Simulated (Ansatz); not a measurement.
## ZnS (P6_3mc): refractive index against wavelength

The refractive index of ZnS (P6_3mc) along x below the direct gap (2.25 eV on the mesh) is read from one computed spectrum, n = √(Re ε). x, y and z are the Cartesian axes of the input cell.

The structure is hexagonal, space group P6_3mc (No. 186). Conventional cell: a = 3.811 Å, b = 3.811 Å, c = 6.234 Å, α = 90.00°, β = 90.00°, γ = 120.00°. Around Zn on site b lie 4 S at 2.31 to 2.40 Å. S on site b is surrounded by 4 Zn at 2.31 to 2.40 Å.

Method: Ansatz 0.2.0, PBE, independent particles, k-mesh 12×12×5 with interpolation inside its cells, Gaussian parameter 0.2 eV.

Launch of the response step: `ansatz run input.yaml --threads 4 --pin off --max-ram 8192MiB --backend cpu --events-out ev --progress --plain --runs-dir out`. The run took 16 s, on 4 threads of AMD EPYC 9R45 96-Core Processor (Zen 5) (shared host).

| wavelength (nm) | photon energy E (eV) | n |
| --- | --- | --- |
| 3000 | 0.413 | 2.5024 |
| 2000 | 0.620 | 2.5095 |
| 1550 | 0.800 | 2.5182 |
| 1310 | 0.946 | 2.5272 |
| 1064 | 1.165 | 2.5441 |
| 850 | 1.459 | ? |

In the single-oscillator model n² − 1 = E₀E_d/(E₀² − E²), so 1/(n² − 1) = E₀/E_d − E²/(E₀E_d) is linear in E².

Working, on the rows shown:

| x = E² (eV²) | y = 1/(n² − 1) |
| --- | --- |
| 0.170801 | 0.190042 |
| 0.384302 | 0.188765 |
| 0.639837 | 0.187219 |
| 0.895757 | 0.185641 |
| 1.35784 | 0.182734 |

Means: x̄ = 0.68971, ȳ = 0.18688. Σ(x − x̄)(y − ȳ) = -0.005259, Σ(x − x̄)² = 0.8539. Slope = -0.005259 / 0.8539 = -0.006159; intercept = ȳ − slope · x̄ = 0.19113. Turned back into n, the line misses the rows shown by at most 0.00019.

Predict the last column of the withheld row from the fit.

At x = 2.1276 the line gives y = 0.17802, that is 2.5724. The run gave 2.5745, so the extrapolation is off by 0.0021, 3 % of the range in the table.

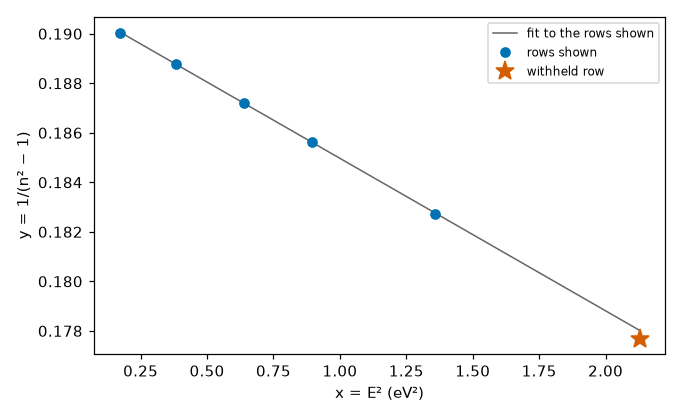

Refitted with all rows, the slope is -0.006318 and the intercept 0.19122. These give E₀ = √(intercept/−slope) = 5.50 eV and E_d = E₀/intercept = 28.8 eV; E₀ is 2.4 times the direct gap. The electronic limit at long wavelengths, without lattice vibrations, is n = √(1 + 1/intercept) = 2.496. The cell comes from an older database entry, whose edges can be off by a per cent or so. Excitons are left out and so are local fields; PBE gaps are as a rule too small.
